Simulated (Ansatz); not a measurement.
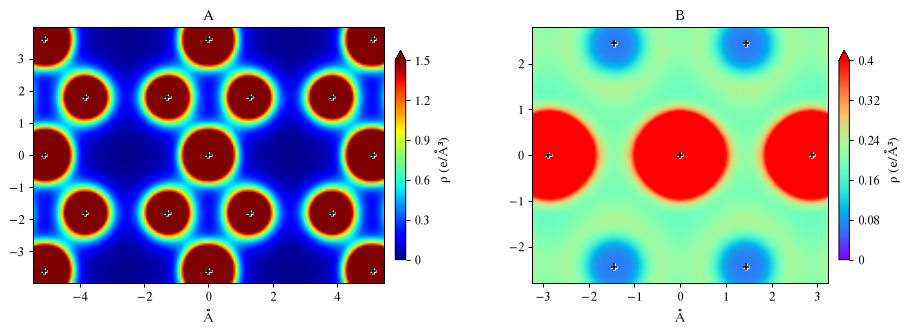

The valence electron density of 2 systems, each on a plane through atoms (crosses mark nuclei in the plane).

Theory: Ansatz 0.2.0, DFT PBE, scalar-relativistic, plane waves, PAW.

System 1: TiAl, the (011̄) plane of the conventional cell. Space group P4/mmm; changed on purpose from its base cell (strain +0.015 along x and y, -0.030 along z, atoms carried along); computed without spin polarisation.

```yaml
crystal:
  lattice:
    - [2.87986, 0.00000, 0.00000]
    - [0.00000, 2.87986, 0.00000]
    - [0.00000, 0.00000, 3.93733]
  atoms:
    - { symbol: Ti, position: [0.00000, 0.00000, 0.00000] }
    - { symbol: Al, position: [0.50000, 0.50000, 0.50000] }
```

System 2: ZrO2, the (101) plane of the conventional cell. Space group Fm-3m.

```
CELL_PARAMETERS angstrom
5.11580 0.00000 0.00000
0.00000 5.11580 0.00000
0.00000 0.00000 5.11580
ATOMIC_POSITIONS crystal
Zr 0.00000 0.00000 0.00000
Zr 0.50000 0.50000 0.00000
Zr 0.50000 0.00000 0.50000
Zr 0.00000 0.50000 0.50000
O 0.25000 0.25000 0.25000
O 0.75000 0.75000 0.25000
O 0.75000 0.25000 0.75000
O 0.25000 0.75000 0.75000
O 0.75000 0.25000 0.25000
O 0.25000 0.75000 0.25000
O 0.25000 0.25000 0.75000
O 0.75000 0.75000 0.75000
```

> Which map belongs to which system?

Panel A is system 2, ZrO2: the plane holds Zr and O. Zr–O (2.22 Å): ρ is about 0.51 e/Å³ halfway. Panel B is system 1, TiAl: the plane holds Ti and Al. Ti–Al (2.83 Å): the density is about 0.2 e/Å³ at the midpoint.
